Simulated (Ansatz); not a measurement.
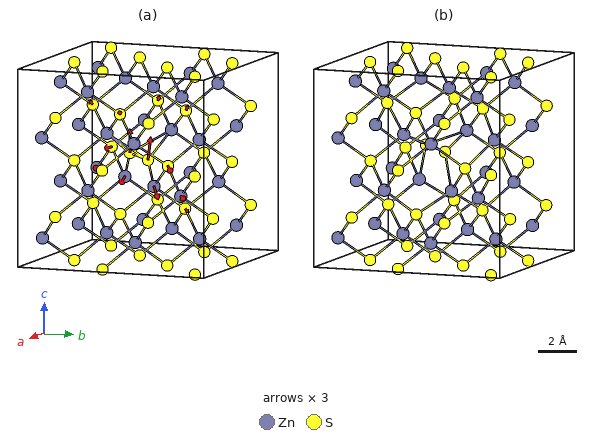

The structure of a defect cell of composition Zn32S33 (cell charge −1) before (left) and after (right) a relaxation, at one scale. The red arrows give the displacements, magnified 3 times.

The picture is a ball-and-stick view of the cell of the calculation (origin shifted), seen slightly off an axis.

Computed with DFT, PBEsol, PAW, plane waves (Ansatz). (plane-wave cutoff 420 eV; k-point mesh 1 × 1 × 1; mesh shifted by (0.25, 0.25, 0.25); collinear spin; atoms relaxed in a fixed cell; force threshold 0.03 eV/Å; at most 80 steps)

> Summarise the run.

The atom that moves furthest is an S atom (0.47 Å roughly along [1 1 3]). By element the largest moves are S 0.47 Å, Zn 0.36 Å. The lattice vectors keep their values. Among the contacts that change: S–Zn 1.521 → 2.193 Å, S–Zn 1.558 → 2.201 Å, S–Zn 2.596 → 2.380 Å, S–Zn 2.619 → 2.407 Å. Among the angles between lasting bonds that change: S–Zn–S 108.1° → 119.7°, S–Zn–S 109.4° → 120.7°, Zn–S–Zn 110.0° → 98.9°. Over 7 geometry steps the energy falls by 14.597 eV per cell of the calculation. Largest force component: 32 eV/Å at the start, 0.022 eV/Å at the end. The run may lie on a higher electronic state than the lowest, so the end point isn't shown to be the ground-state structure.

Limits of the set-up: the cell is charged, on a uniform background, and energies carry no finite-size correction.
